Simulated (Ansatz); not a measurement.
Geometry optimisation.

Program: Ansatz.

```
crystal:
  lattice:
    - [3.8141104177, 0.0, 0.0]
    - [-1.9070552088, 3.3031165145, 0.0]
    - [0.0, 0.0, 9.7921829313]
  atoms:
    - { symbol: S, position: [0.3333333333, 0.6666666667, 0.161] }
    - { symbol: S, position: [0.6666666667, 0.3333333333, 0.661] }
    - { symbol: S, position: [0.3333333333, 0.6666666667, 0.339] }
    - { symbol: S, position: [0.6666666667, 0.3333333333, 0.839] }
basis:
  ecutwfc: 420
kpoints:
  mp_grid: { grid: [6, 6, 2] }
hamiltonian:
  xc: pbe
scf:
  occupations: { method: gaussian, width: 0.1 }
  lower_state_search: "off"
output:
  forces: true
  stress: true
  eigenvalues: true
relax:
  adjacent_minimum: "off"
  f_tol: 0.04
  max_steps: 70
  cell: { stress_tol: 0.4 }
```

How does the optimisation go?

Answer. The optimisation met its thresholds at geometry 6, counting the start as the first. The energy fell by about 460 meV/atom from the first step to the last. The largest force component goes from about 7.2 eV/Å at the start to 0.015 eV/Å at the end. The volume shrinks from 30.8 to 22.7 Å³ per atom (−26 %).

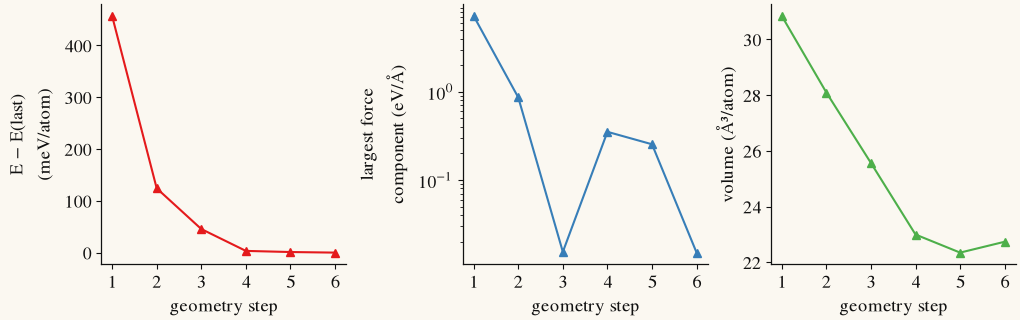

History of the run, step by step. Atoms and cell relax. A closing SCF on a freshly chosen basis isn't drawn.
